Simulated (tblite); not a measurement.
**GaAs: single-point calculation**

- system: GaAs (F-43m, 2 atoms in the cell)
- method: with the settings of its input (tblite 0.8.0)

The structure was built on a prototype by a generator. The geometry comes from this level: r2SCAN. It belongs to a series of runs on one base structure; here: accuracy = 10.0.

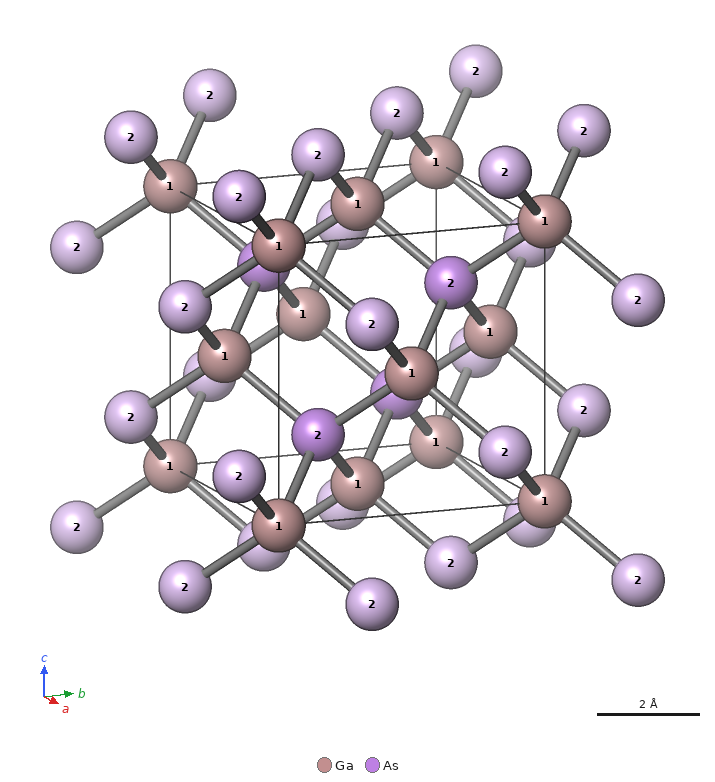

The structure as given in the input (ball-and-stick view of the cell 4 times as large as that of the calculation, set on its symmetry axes, seen slightly off an axis; neighbours outside the cell are drawn fainter; atoms are numbered from 1 in the order of the input). Near neighbours in the crystal (not all of them lie inside the picture): Ga has 4 As at 2.45 Å; As has 4 Ga at 2.45 Å.

Input file
```python
import json
from ase import Atoms
from ase.build import make_supercell
from ase.units import Bohr, GPa, Hartree
from tblite.interface import Calculator

atoms = Atoms(['Ga', 'As'],
              cell=[[0.0, 2.833085, 2.833085], [2.833085, 0.0, 2.833085], [2.833085, 2.833085, 0.0]],
              scaled_positions=[[-0.0, 0.0, 0.0], [0.25, 0.25, 0.25]],
              pbc=True)
cluster = make_supercell(atoms, [[-2, 2, 2], [-2, -2, 2], [2, -2, 2]])
calc = Calculator('GFN2-xTB', cluster.numbers, cluster.positions / Bohr, lattice=cluster.cell[:] / Bohr, periodic=cluster.pbc)
calc.set('temperature', 0.02 / Hartree)
calc.set('max-iter', 150)
calc.set('accuracy', 10.0)
res = calc.singlepoint()
levels = res.get('orbital-energies') * Hartree
nv = round(res.get('orbital-occupations').sum() / 2)
cells = len(cluster) // len(atoms)
out = {'energy_per_cell': res.get('energy') * Hartree / cells, 'homo': levels[nv - 1], 'lumo': levels[nv],
       'stress': (-res.get('virial') * Hartree / cluster.get_volume() / GPa).tolist(), 'charges': res.get('charges')[:len(atoms)].tolist(), 'electrons': 2 * nv / cells}
json.dump(out, open('results.json', 'w'))
for key, value in out.items():
    print(key, value)
```

Run on 1 thread of Arm Neoverse V1, 24 GiB of memory available, shared host.

Launch command:
```bash
python run.py
```

Log
```
------------------------------------------------------------
  cycle        total energy    energy error   density error
------------------------------------------------------------
      1     -111.3042527079  -1.1171368E+02   2.1220171E-01
      2     -113.9935475652  -2.6892949E+00   1.4856414E-01
      3     -114.7288913501  -7.3534378E-01   7.3790401E-02
      4     -114.7040003931   2.4890957E-02   4.7403033E-02
      5     -114.7601249118  -5.6124519E-02   5.7740497E-03
      6     -114.7605412103  -4.1629854E-04   2.3182226E-03
      7     -114.7604947867   4.6423678E-05   2.9162084E-03
      8     -114.7605673440  -7.2557356E-05   2.8316598E-04
      9     -114.7605689091  -1.5651101E-06   1.6991248E-04
------------------------------------------------------------

 total:                                   4.268 sec
energy_per_cell -97.58731690506305
homo -8.494215681242176
lumo -5.827086259586466
stress [[9.090898740468148, -2.2760200788896003e-06, 2.2760206839396654e-06], [-2.2760200786225198e-06, 9.090898740468353, 2.27601978869392e-06], [2.2760206838214056e-06, 2.2760197887809657e-06, 9.090898740468019]]
charges [-0.038609994122870916, 0.03858264097623264]
electrons 8.0
```

Results in brief

```tsv
quantity	value
outcome	converged
space group (tolerance 0.01 Å)	F-43m (216)
electrons treated	8
total energy	−97.5873 eV
band gap	2.67 eV
pressure	9.09 GPa
wall time	4.9 s
peak memory	0.13 GiB
```

Remarks

Settings chosen away from the usual ones: accuracy = 10.0.
